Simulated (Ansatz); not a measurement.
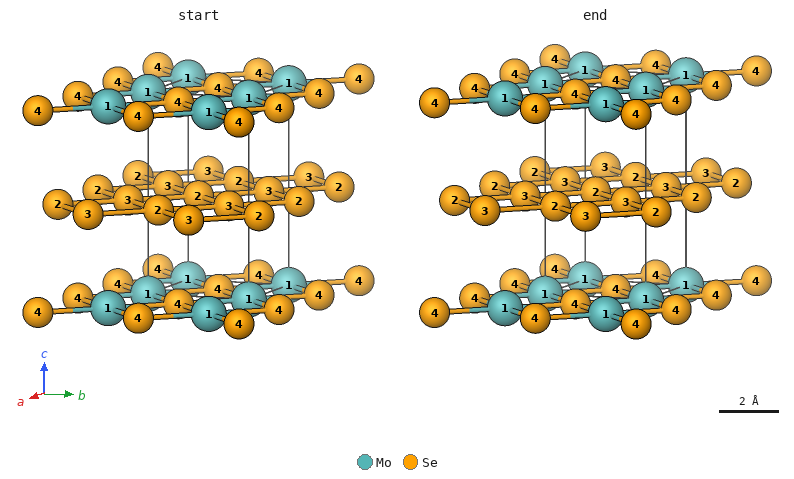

The structure of solid MoSe3 (a generated structure, set up in P4/mmm) (coarse preliminary run) before (left) and after (right) a relaxation, at one scale.

The picture is a ball-and-stick view of the cell of the calculation, repeated 2 × 1 × 1 with one cell outlined, seen slightly off an axis.

The calculation used Ansatz, DFT PBE, scalar-relativistic, plane waves, PAW. Set-up: plane-wave cutoff 420 eV; k-point mesh 6 × 6 × 4; occupations gaussian; smearing width 0.1 eV; collinear spin; cell and atoms relaxed; force threshold 0.04 eV/Å; at most 70 steps.

> Describe what moved and what it gained.

No atom moves by more than 0.005 Å relative to the cell. The volume changes by +4.4 %, with a = b 3.713 → 3.721 Å (+0.2 %), c 6.994 → 7.270 Å (+4.0 %). Near-neighbour distances that change, for instance: Mo1–Se4 2.625 → 2.631 Å, Se2–Se3 2.625 → 2.631 Å. The space group stays P4/mmm (No. 123). Over 3 accepted moves (4 points after the start) the energy falls by 2.0 meV per atom. All forces vanish by symmetry, so only the cell relaxes. Pressure: 0.91 GPa at the start and 0.14 GPa at the end. The SCF was repeated once at an unchanged geometry on a basis and grid sized afresh for the cell, which shifted the energy by 0.1 meV per atom at most.
